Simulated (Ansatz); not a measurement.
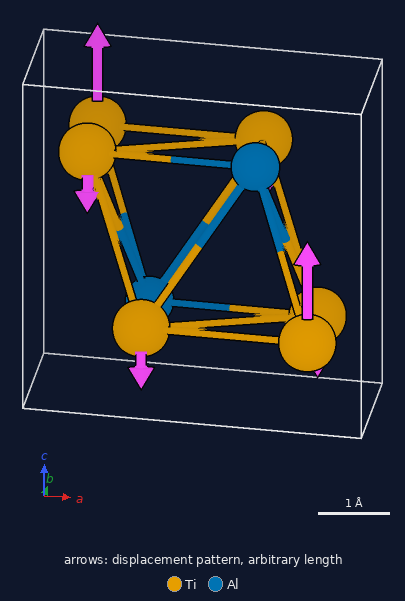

Lattice vibrations of solid Ti3Al, at the zone centre. The optical levels lie at 146 (×2), 161 (×2), 171 (×2), 178, 196, 222 (×2), 257 (×2), 263, 273, 282, 300, 302, 309 (×2), 321 (×2) cm⁻¹. One mode is drawn. Displacements are drawn as pink arrows; their common scale and sign are arbitrary. Style: ball-and-stick. Shown: the cell of the calculation, from a free direction.

Method: Ansatz 0.2.0, DFT PBEsol, scalar-relativistic, plane waves, PAW. Set-up: plane-wave cutoff 420 eV; k-point mesh 12 × 12 × 10; occupations gaussian; smearing width 0.15 eV; no spin polarisation.

### To which level does it belong?

The level at 222 cm⁻¹. This is the E₂u mode (doubly degenerate; one member of the set is drawn), optical level 6 of 14, counted from below, silent by symmetry (neither infrared- nor Raman-active). The Al atoms stay at rest; all motion is along c; atoms of one kind move against one another, with no net shift of their sublattice.
